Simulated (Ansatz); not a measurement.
Crystal: Ta, the input geometry of an electronic-structure calculation (not necessarily at equilibrium); the starting structure was generated, so it need not be a known form of this composition.

```
Ta
1.0
     4.86383    0.00000    0.00000
    -2.43191    4.21220    0.00000
     0.00000    0.00000    2.73081
Ta
3
Cartesian
  0.0000 0.0000 0.0000
  0.0000 2.8081 1.3654
  2.4319 1.4041 1.3654
```

**What does its first Brillouin zone look like, and which path through it is standard?**

It has a primitive hexagonal lattice (hP; extended symbol hP2). The zone is a hexagonal prism in its combinatorial type: 8 faces (6 with 4 edges, 2 with 6 edges), 18 edges, 12 vertices. Path: Γ–M–K–Γ–A–L–H–A | L–M | H–K.

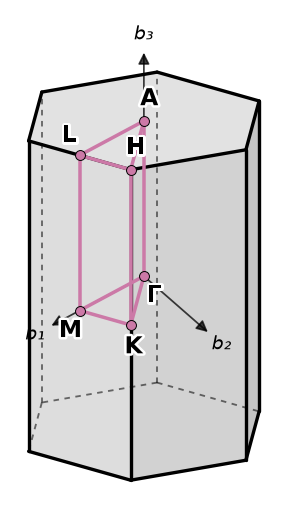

Labels and path follow the convention of Hinuma et al. (2017), as computed by seekpath; the arrows show the directions of the reciprocal primitive vectors b₁, b₂, b₃, in which coordinates are given; lengths include the factor 2π.

| point | k₁ | k₂ | k₃ | length of k (1/Å) |
| --- | --- | --- | --- | --- |
| Γ | 0 | 0 | 0 | 0.000 |
| A | 0 | 0 | 1/2 | 1.150 |
| K | 1/3 | 1/3 | 0 | 0.861 |
| H | 1/3 | 1/3 | 1/2 | 1.437 |
| M | 1/2 | 0 | 0 | 0.746 |
| L | 1/2 | 0 | 1/2 | 1.371 |
